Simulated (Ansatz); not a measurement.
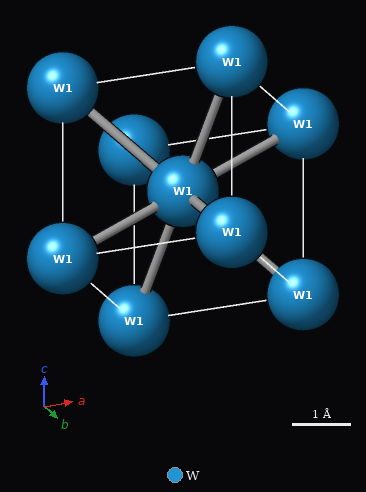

The structure (ball-and-stick view of the cell 2 times as large as that of the calculation, set on its symmetry axes, seen at an oblique angle; atoms are numbered from 1 in the order of the input). Near neighbours in the crystal (not all of them lie inside the picture): W has 8 W at 2.75 Å.

# W: a changed input and its effect

System: W (1 atom in the cell).
Method of the first run: DFT PBEsol, scalar-relativistic, plane waves, PAW, no spin polarisation (Ansatz 0.2.0).

The structure derives from a Materials Project entry. Text and figures count atoms from 1; the logs count them from 0 in places.

**Input file, the first run**
```yaml
crystal:
  lattice:
    - [-1.58515778, 1.58515778, 1.58515778]
    - [1.58515778, -1.58515778, 1.58515778]
    - [1.58515778, 1.58515778, -1.58515778]
  atoms:
    - { symbol: W, position: [0.0, 0.0, 0.0] }
basis:
  ecutwfc: 420
kpoints:
  mp_grid: { grid: [8, 8, 8] }
hamiltonian:
  xc: pbesol
scf:
  occupations: { method: gaussian, width: 0.1 }
output:
  forces: true
  stress: true
  eigenvalues: true
```

Command:
```bash
ansatz run input.yaml --threads 8 --pin off --max-ram 20480MiB --backend cpu --events-out ev --progress --plain --runs-dir out
```

Hardware: 8 threads of AMD EPYC (Zen 3), 189 GiB of memory available, shared host.

**Output, shortened to warnings, some set-up lines, iterations and results (the first run)**
```
Basis set: ecut = 420 eV, 321 PW (Γ), exchange–correlation on 40×40×40 points (8 copies of the dense FFT grid, shifted against one another)
Symmetry: 48 space group operations
k-points: 29 of 512
Initial density: superposition of atomic densities (neutral atoms: chi_scale 0, normalization atom), corrected by the library's trained network
[...]
SCF iter   1: F=—  HF=-10256.562675 eV  |F-HF|=—  |Δ(HF+E_count)|=         —  Δρ=2.18e-3  dr2=1.45e-4  ethr=1.77e-3  ⟨swp⟩=5.0  Hψ=1699  notcnv=0
SCF iter   2: F=—  HF=-10256.562477 eV  |F-HF|=—  |Δ(HF+E_count)|=   1.98e-4  Δρ=1.14e-3  dr2=4.27e-5  ethr=1.04e-6  ⟨swp⟩=2.1  Hψ=706  notcnv=0
SCF iter   3: F=—  HF=-10256.562506 eV  |F-HF|=—  |Δ(HF+E_count)|=   2.89e-5  Δρ=2.84e-4  dr2=1.14e-5  ethr=3.05e-7  ⟨swp⟩=2.0  Hψ=473  notcnv=0
SCF iter   4: F=—  HF=-10256.562501 eV  |F-HF|=—  |Δ(HF+E_count)|=   5.07e-6  Δρ=8.45e-5  dr2=9.10e-7  ethr=8.13e-8  ⟨swp⟩=3.0  Hψ=500  notcnv=0
SCF iter   5: F=-10256.562500 eV  HF=-10256.562500 eV  |F-HF|=8.00e-11  |Δ(HF+E_count)|=   4.32e-7  Δρ=6.29e-6  dr2=2.04e-9  ethr=6.50e-9  ⟨swp⟩=2.1  Hψ=477  notcnv=0
SCF iter   6: F=-10256.562500 eV  HF=-10256.562500 eV  |F-HF|=1.13e-10  |Δ(HF+E_count)|=   1.13e-9  Δρ=1.10e-6  dr2=1.28e-10  ethr=1.45e-11  ⟨swp⟩=1.9  Hψ=1030  notcnv=0
SCF 1 converged in 6 iterations: F = -10256.562500 eV  dr2 = 1.28e-10
SCF converged after 6 iterations
Free energy (F): -10256.562500 eV
Harris-Foulkes:  -10256.562500 eV  (|F-HF|=1.13e-10)
Internal energy: -10256.562498 eV  (E = F + TS)
E sigma→0 (E₀):  -10256.562499 eV
Entropy (-TS):   -0.000002 eV (-0.002 meV/atom)
Fermi energy:    22.094290 eV
--- Per-component energies (eV) ---
  E_band       = -85.327209
  E_kinetic    = 449.977267
  E_local      = -604.642717  (includes V_loc(G=0)·N_el)
  E_nonlocal   = 2.912708
  E_hartree    = 216.027388
  E_xc         = -265.165774
  E_vxc        = -238.558831  (∫ρ·V_xc dr)
  E_paw        = -8436.003942  (= ΣΔE_a)
  E_vpaw       = -127.070039  (= ΣTr[D̂ρ^β])
  E_aug_tail   = -0.000062  (compensation charges beyond the density's cutoff)
  E_ewald      = -1619.889159
  E_core_change = 0.221792  (= ΣΔE_core)
  E_smearing   = -0.000002  (= −TS)
  E_closure    = 0.000000  (closes the sum)
  Σ components = -10256.562500   (vs F -10256.562500, Δ=0.00e0)
--- Forces (eV/Å), atoms counted from 1 ---
  atom   1  W     -0.00000000     0.00000000    -0.00000000
  max |Σ_I F_I| component: 1.11e-31 eV/Å
--- Stress (GPa, compression-positive) ---
       -4.384913      -0.000000       0.000000
        0.000000      -4.384913       0.000000
        0.000000       0.000000      -4.384913
  P = ⅓ Tr σ = -4.3849 GPa (-43.849 kbar)
```

The input of the second run differs as follows (lines with − go, lines with + come):
```diff
-    - [-1.58515778, 1.58515778, 1.58515778]
-    - [1.58515778, -1.58515778, 1.58515778]
-    - [1.58515778, 1.58515778, -1.58515778]
+    - [-1.5771639877, 1.5771639877, 1.5771639877]
+    - [1.5771639877, -1.5771639877, 1.5771639877]
+    - [1.5771639877, 1.5771639877, -1.5771639877]
-  mp_grid: { grid: [8, 8, 8] }
+  mp_grid: { grid: [18, 18, 18] }
+  mixing: { algorithm: broyden, beta: 0.05, ndim: 2 }
```

What does this change do to the results?

With the same functional and potentials, the second run lies 0.09 meV per atom lower (other lines of the input change too). The pressure goes from −4.38 to 0.01 GPa. The volume per atom goes from 15.93 to 15.69 Å³. The number of SCF iterations is the same. The irreducible k-points go from 29 to 195.

**Output, shortened to warnings, some set-up lines, iterations and results (the second run)**
```
Basis set: ecut = 420 eV, 321 PW (Γ), exchange–correlation on 40×40×40 points (8 copies of the dense FFT grid, shifted against one another)
Symmetry: 48 space group operations
k-points: 195 of 5832
Initial density: superposition of atomic densities (neutral atoms: chi_scale 0, normalization atom), corrected by the library's trained network
[...]
SCF iter   1: F=—  HF=-10256.562744 eV  |F-HF|=—  |Δ(HF+E_count)|=         —  Δρ=1.90e-3  dr2=1.07e-4  ethr=1.77e-3  ⟨swp⟩=5.0  Hψ=11251  notcnv=0
SCF iter   2: F=—  HF=-10256.562453 eV  |F-HF|=—  |Δ(HF+E_count)|=   2.90e-4  Δρ=1.84e-3  dr2=1.03e-4  ethr=7.65e-7  ⟨swp⟩=2.1  Hψ=4859  notcnv=0  κ⁻¹=1.0e0(r=1)
SCF iter   3: F=—  HF=-10256.562463 eV  |F-HF|=—  |Δ(HF+E_count)|=   9.98e-6  Δρ=1.77e-3  dr2=9.54e-5  ethr=7.37e-7  ⟨swp⟩=1.0  Hψ=2130  notcnv=0  κ⁻¹=2.0e-2(r=2)
SCF iter   4: F=—  HF=-10256.562589 eV  |F-HF|=—  |Δ(HF+E_count)|=   1.25e-4  Δρ=1.29e-4  dr2=2.10e-6  ethr=6.81e-7  ⟨swp⟩=2.3  Hψ=3349  notcnv=0  κ⁻¹=7.7e-6(r=2)
SCF iter   5: F=—  HF=-10256.562588 eV  |F-HF|=—  |Δ(HF+E_count)|=   4.98e-7  Δρ=9.76e-5  dr2=1.08e-6  ethr=1.50e-8  ⟨swp⟩=1.0  Hψ=2132  notcnv=0  κ⁻¹=8.2e-4(r=2)
SCF iter   6: F=-10256.562588 eV  HF=-10256.562588 eV  |F-HF|=1.62e-9  |Δ(HF+E_count)|=   4.90e-7  Δρ=1.50e-5  dr2=1.08e-8  ethr=7.14e-10  ⟨swp⟩=3.2  Hψ=8673  notcnv=0
SCF 1 converged in 6 iterations: F = -10256.562588 eV  dr2 = 1.08e-8
SCF converged after 6 iterations
Stability not checked: this state was not tested for a lower state beside it, because the mixer in use, unlike msr1, does not test its closes by its own steps (another_mixer; see scf.mixing.algorithm and scf.lower_state_search)
Free energy (F): -10256.562588 eV
Harris-Foulkes:  -10256.562588 eV  (|F-HF|=1.62e-9)
Internal energy: -10256.559161 eV  (E = F + TS)
E sigma→0 (E₀):  -10256.560874 eV
Entropy (-TS):   -0.003426 eV (-3.426 meV/atom)
Fermi energy:    22.700550 eV
--- Per-component energies (eV) ---
  E_band       = -80.036696
  E_kinetic    = 450.742088
  E_local      = -594.135487  (includes V_loc(G=0)·N_el)
  E_nonlocal   = 3.033214
  E_hartree    = 213.191765
  E_xc         = -265.432832
  E_vxc        = -238.908295  (∫ρ·V_xc dr)
  E_paw        = -8436.080141  (= ΣΔE_a)
  E_vpaw       = -127.151024  (= ΣTr[D̂ρ^β])
  E_aug_tail   = -0.000058  (compensation charges beyond the density's cutoff)
  E_ewald      = -1628.099502
  E_core_change = 0.221792  (= ΣΔE_core)
  E_smearing   = -0.003426  (= −TS)
  E_closure    = -0.000000  (closes the sum)
  Σ components = -10256.562588   (vs F -10256.562588, Δ=0.00e0)
--- Forces (eV/Å), atoms counted from 1 ---
  atom   1  W      0.00000000    -0.00000000     0.00000000
  max |Σ_I F_I| component: 1.64e-32 eV/Å
--- Stress (GPa, compression-positive) ---
        0.008417       0.000000      -0.000000
       -0.000000       0.008417      -0.000000
       -0.000000      -0.000000       0.008417
  P = ⅓ Tr σ = 0.0084 GPa (0.084 kbar)
```

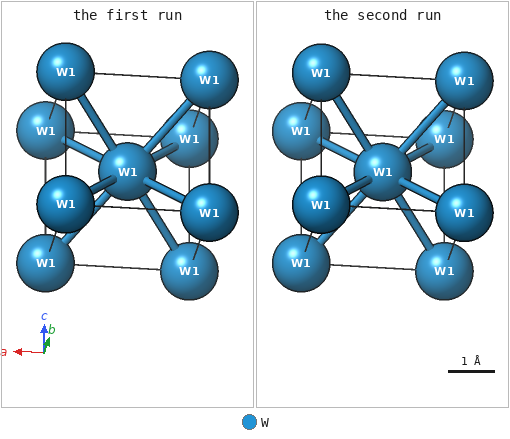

The two input geometries at one scale (ball-and-stick view of the cell 2 times as large as that of the calculation, set on its symmetry axes, seen at an oblique angle). The atoms keep their places relative to the cell (all moves are under 0.005 Å). The drawn cell changes as follows: a = b = c 3.170 → 3.154 Å (−0.5 %); the volume changes by −1.5 %. Among the contacts that change: W1–W1 2.746 → 2.732 Å.

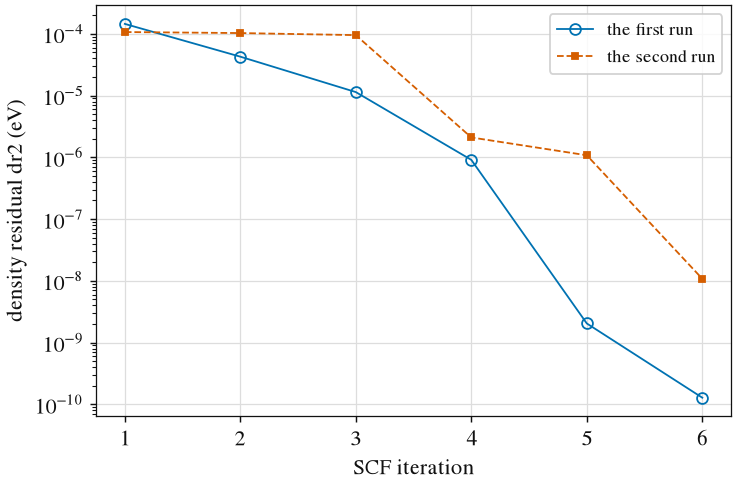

Convergence of the two runs: density residual dr2 against the SCF iteration. The first run takes 6 iterations in all, and the second run takes 6.

**The two runs side by side**

| quantity | the first run | the second run |
| --- | --- | --- |
| outcome | converged | converged |
| free energy per atom (eV) | −10256.5625 | −10256.5626 |
| energy per atom, smearing taken to zero (eV) | −10256.5625 | −10256.5609 |
| gap on the mesh (eV) | 0.00 | 0.00 |
| pressure (GPa) | −4.38 | 0.01 |
| volume per atom (Å³) | 15.93 | 15.69 |
| largest force (eV/Å) | 0.000 | 0.000 |
| SCF iterations | 6 | 6 |
| irreducible k-points | 29 | 195 |
| plane waves at Γ | 321 | 321 |
| wall time (shared host) | 0.64 s | 0.79 s |

For both runs: Spin–orbit coupling is left out, which matters for W.
